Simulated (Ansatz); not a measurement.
The structure in question:

```xyz
6
Lattice="4.7213 0.0000 0.0000 0.0000 4.7242 0.0000 0.0000 0.0000 3.1900" Properties=species:S:1:pos:R:3 pbc="T T T"
O     3.2786    3.2759    0.0000
Sn    2.3606    2.3621    1.5950
Sn    0.0000    0.0000    0.0000
O     1.4427    1.4483    0.0000
O     3.8033    0.9138    1.6700
O     0.9180    3.8104    1.5200
```

**What does this file describe?**

The solid is SnO₂. Strictly the space group is C2/m (No. 12, within 0.01 Å). It is a distorted form of a primitive tetragonal structure, space group P4_2/mnm (No. 136) within 0.25 Å: rutile. One cell contains 2 Sn, 4 O, 6 atoms in all. The O atoms are each bonded to three Sn at 2.00 to 2.11 Å. Sn sits among six O in a distorted octahedral arrangement at 2.00 to 2.11 Å. The bonds build a three-dimensional framework.

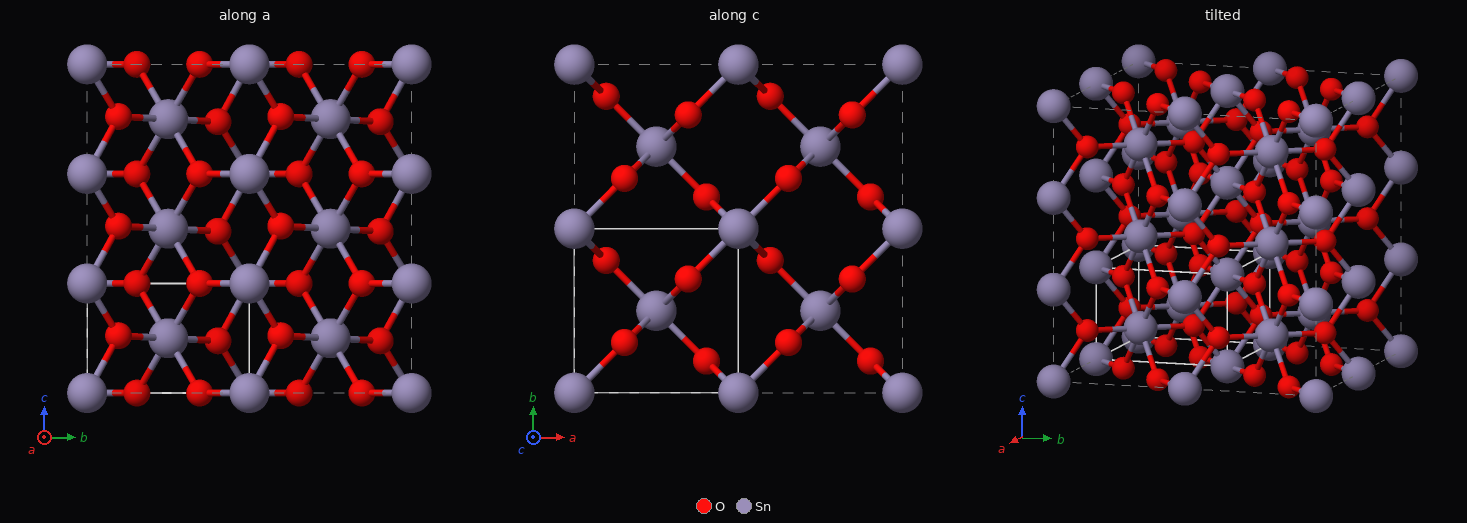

We look at a ball-and-stick model of the crystal along the a axis, along the c axis and slightly off an axis. The picture spans 2×2×3 cells, one unit cell being drawn with solid lines. Colours: tin purple, oxygen red.

Its origin is a structure listed in the Materials Project. The cell was then strained or its atoms displaced on purpose. Ansatz was used for an electronic-structure calculation on it.

At this level of theory the run's own cell isn't at rest (forces up to 1.0 eV/Å), so its distances can differ from those at equilibrium, the more so the softer the solid.
